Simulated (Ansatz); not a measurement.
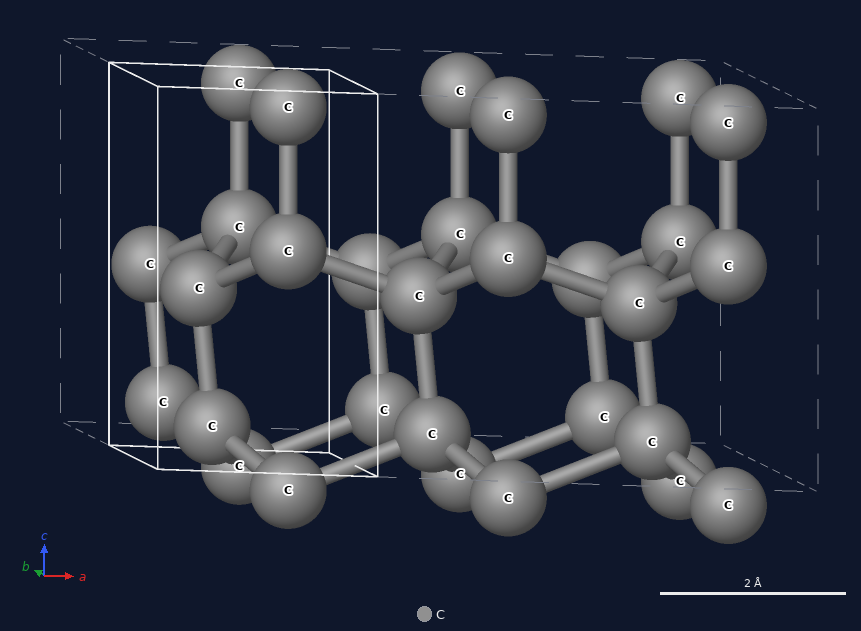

Shown here is a ball-and-stick view of the crystal, taken slightly off an axis. The picture spans 3×2×1 cells, one simulation cell being drawn with solid lines.

The program read this input:
```yaml
crystal:
  lattice:
    - [2.5031935029, 0.0, 0.0]
    - [-1.2515967514, 2.1678291641, 0.0]
    - [0.0, 0.0, 4.1688841719]
  atoms:
    - { symbol: C, position: [0.4027343659, 0.701367183, 0.0757948414] }
    - { symbol: C, position: [0.6666666667, 0.3333333333, 0.5627335268] }
    - { symbol: C, position: [0.3333333333, 0.6666666667, 0.4372664732] }
    - { symbol: C, position: [0.6666666667, 0.3333333333, 0.9372664732] }
basis:
  ecutwfc: 500
kpoints:
  mp_grid: { grid: [12, 12, 6] }
hamiltonian:
  xc: r2scan
scf:
  occupations: { method: gaussian, width: 0.05 }
output:
  forces: true
  stress: true
  eigenvalues: true
```
Run as:
```sh
ansatz run input.yaml --threads 1 --pin off --max-ram 2560MiB --backend cpu --events-out ev --progress --plain --runs-dir out
```

Electronic-structure method: DFT r2SCAN, scalar-relativistic, plane waves, PAW in Ansatz. Parameters: a cutoff energy of 500 eV, a 12×12×6 k-point grid, Gaussian smearing of 0.05 eV, no spin polarisation.

What does the calculation say: metal or gapped?

Answer. A semiconductor at this level, with a gap of 1.38 eV on the k-mesh (the true edges may lie between mesh points, so the gap can be somewhat smaller).

Which way would the volume go on relaxing?

Answer. The computed pressure is 3.3 GPa (compressed: it would expand). The stress isn't hydrostatic: its largest component is 4.3 GPa.

Provenance: an entry, possibly a prediction, of the Crystallography Open Database. The cell was then strained or its atoms displaced on purpose. A calculation with Ansatz used it as input.

At this level of theory the run's own cell isn't at rest (forces up to 3.7 eV/Å), so its distances can differ from those at equilibrium, the more so the softer the solid.
